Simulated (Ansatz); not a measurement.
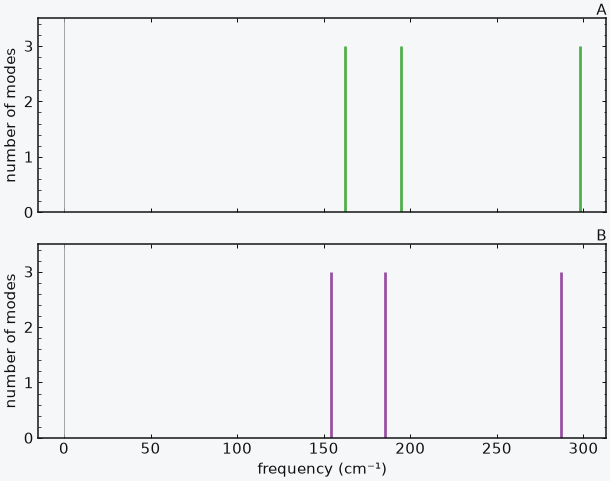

The figure compares two calculations of the zone-centre optical phonon frequencies (the three acoustic modes are left out). The first is for AlCu₃, space group Fm-3m (No. 225).

Starting cell:
```
Al Cu
1.0
     0.00000    2.90316    2.90316
     2.90316    0.00000    2.90316
     2.90316    2.90316    0.00000
Al Cu
1 3
Cartesian
  0.0000 0.0000 0.0000
  2.9032 2.9032 2.9032
  1.4516 1.4516 1.4516
  4.3547 4.3547 4.3547
```

Computed with Ansatz 0.2.0: harmonic phonon frequencies at the zone centre with atoms at rest in the given cell, without the long-range term of polar modes, the three translations left out, imaginary frequencies are negative; plane waves with PAW datasets, Γ-centred k mesh. Level: PBEsol, no spin polarisation.

wave cutoff 420 eV; k mesh 12×12×12; occupations Fermi–Dirac; smearing width 0.15 eV; volume relative to the relaxed cell 1.02; phonon method linear response.

In the second, the cell is compressed by 2.0 % in volume, to 11.99 Å³/atom.

Which of A and B is the second calculation, and what did the change do?

Answer. A. The highest mode rises from 287.3 to 298.3 cm⁻¹ (+3.8 %) and the lowest optical mode rises from 154.2 to 162.2 cm⁻¹ (+5.2 %). The shift of the highest mode amounts to a Grüneisen parameter of 1.90.

For both, limits of the calculation: metal sensitive to the k mesh.
